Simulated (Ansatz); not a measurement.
AlGa3N4

```
Al Ga N
1.0
     4.46742   -0.00003    0.00003
    -0.00003    4.46716   -0.00001
     0.00003   -0.00001    4.46722
Al Ga N
1 3 4
Cartesian
  2.2337 2.2336 2.2336
  0.0000 0.0000 2.2337
  0.0000 2.2337 0.0000
  2.2337 0.0000 0.0001
  1.1393 1.1393 3.3280
  1.1393 3.3280 1.1393
  3.3281 1.1393 1.1393
  3.3281 3.3279 3.3280
```

Space group P-43m; a structure from a database of computed crystals, not necessarily the ambient phase; changed on purpose from its base cell (all atoms moved at random, sigma 0.1 A a component; relaxed back).

These are results of Ansatz, DFT PBEsol, scalar-relativistic, plane waves, PAW, not measurements.

In a PAW calculation such maps are meaningful between the atoms, not at the nuclei.

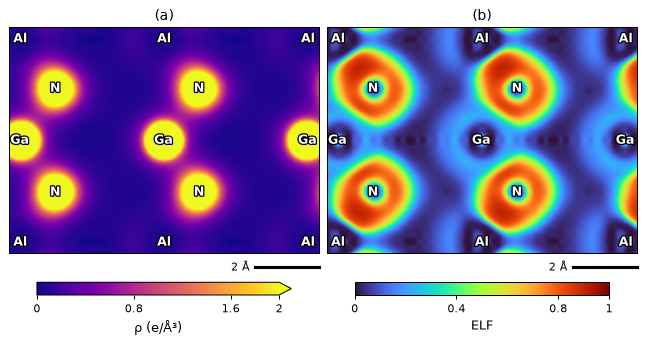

Figure 1. (a) valence charge density (pseudo); (b) ELF on the (011̄) plane of the conventional cell.

> What does the map show?

Atoms in the plane: Al, Ga and N. Al–N (1.90 Å): the density is about 0.69 e/Å³ at the midpoint; the ELF peaks at about 0.90 between the atoms: a shared but strongly polarised pair. Ga–N (1.95 Å): ρ is about 0.74 e/Å³ halfway; the ELF peaks at about 0.85 in the valence shell of N, 0.7 Å from its nucleus, and is about 0.45 at the midpoint. The density dies away to nearly zero in the voids. The features right at Ga lie inside the PAW spheres, where the map follows smoothed inner orbitals and isn't to be read closely.

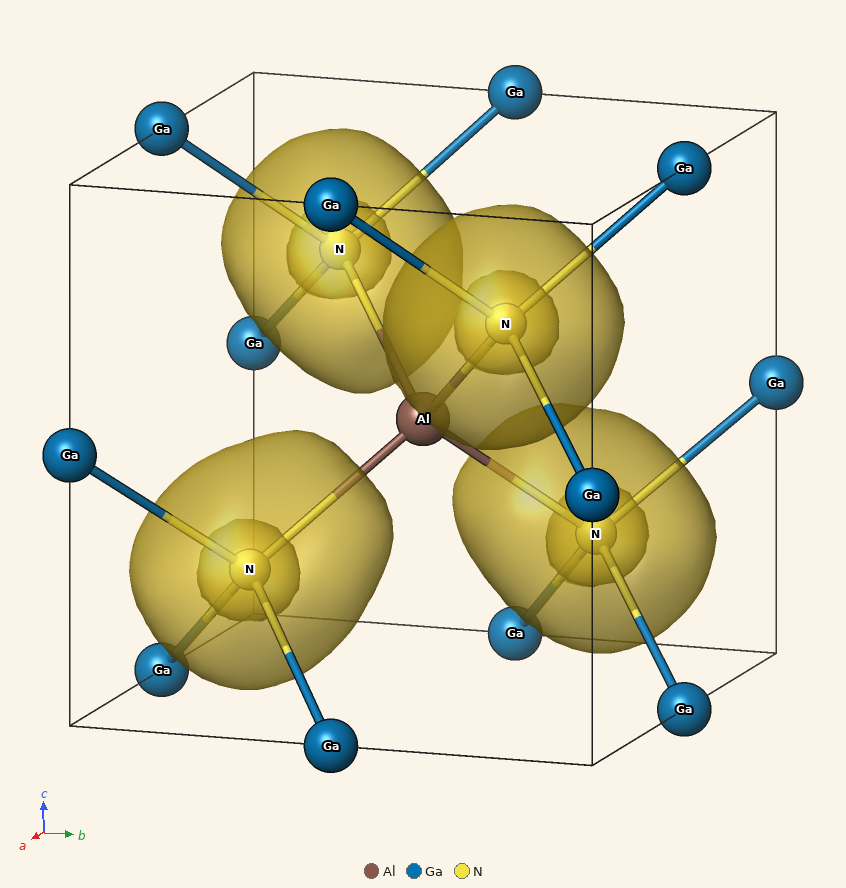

Figure 2. Isosurface of the ELF at 0.65 (yellow), seen slightly off an axis. Core shells and regions of very low density are left out. Sticks mark near contacts.

> Identify the bonds, lone pairs and shells in this picture.

At this value the surface marks out four regions on N in which the atom's valence shell and bonds are merged, counted in one cell of 8 atoms. Any copies at cell faces, edges or corners count once.

> Metal or insulator at this level of theory?

It is gapped, with a Kohn–Sham gap of 2.3 eV on the k-point mesh (the band edges may lie off the mesh, which would make the gap smaller).
